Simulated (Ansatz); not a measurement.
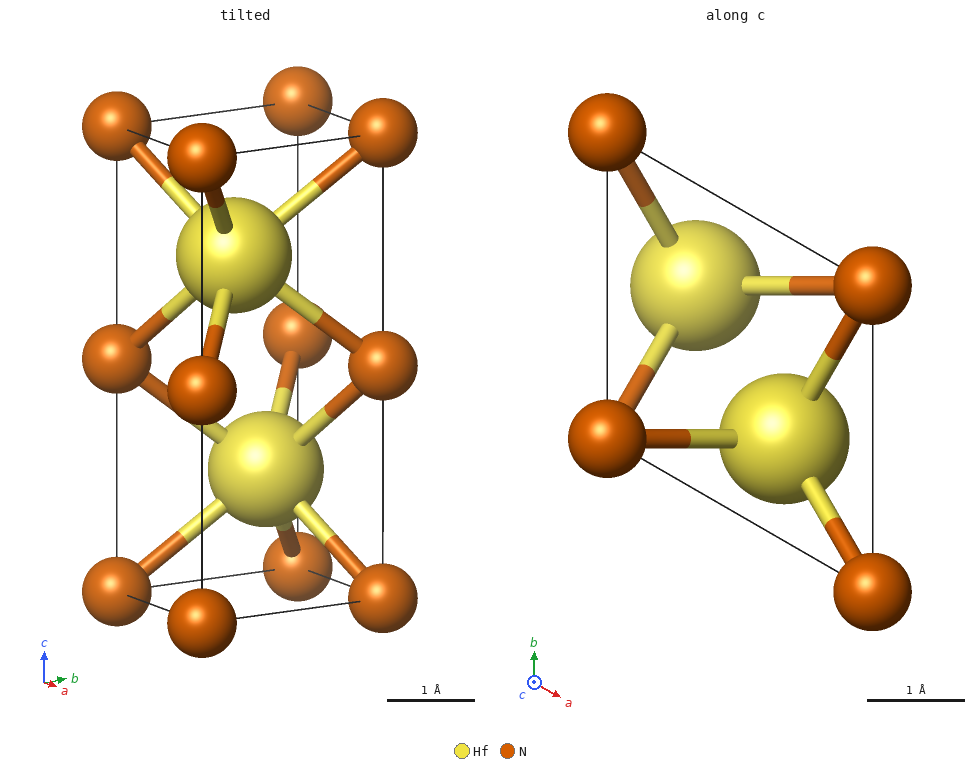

The figure gives a ball-and-stick picture of the atoms, viewed slightly off an axis and along the c axis. The edges of the conventional unit cell are marked. Cell: a = 3.16 Å, b = 3.16 Å, c = 5.45 Å, α = 90.00°, β = 90.00°, γ = 120.00°.

The initial geometry was a structure listed in the Materials Project. Earlier steps of the study, as a rule a relaxation of our own, may have changed the cell and positions, so they can lie some per cent off the listed ones. It was run through Ansatz as a DFT input.

### Describe the arrangement of the atoms.

The formula is HfN. It belongs to space group P6_3/mmc (No. 194) and has a primitive hexagonal lattice. The arrangement is known as anti-NiAs type. Content of the cell: 2 Hf, 2 N (Z = 2). Numbers of contacts at bonding distance: Hf 12 and N 6. Not all metal-metal contacts are counted.

Method used: Ansatz 0.2.0, DFT PBE, scalar-relativistic, plane waves, PAW. It ran with a kinetic-energy cutoff of 420 eV, 18×18×8 k-points, Gaussian smearing of 0.1 eV, no spin polarisation.

### Is it a metal or an insulator at this level of theory?

A metal: bands cross the Fermi level.

### How are the electrons shared out in a Bader analysis?

Hf +1.85 e; N -1.85 e.

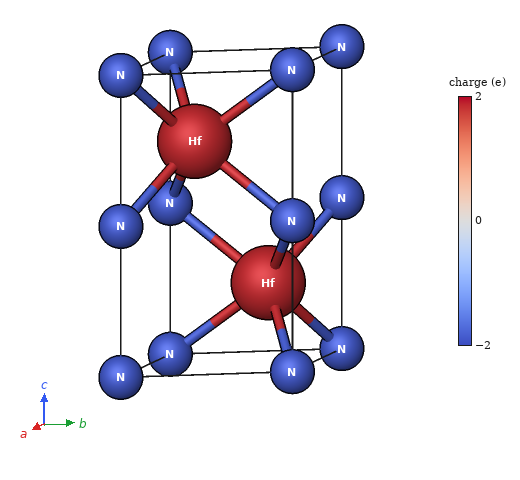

The atoms coloured by those charges. The run's cell of 4 atoms is drawn.

### Can this geometry be taken as optimised?

Yes. All forces vanish to within 0.01 eV/Å. The pressure is 0.0 GPa, close to zero.
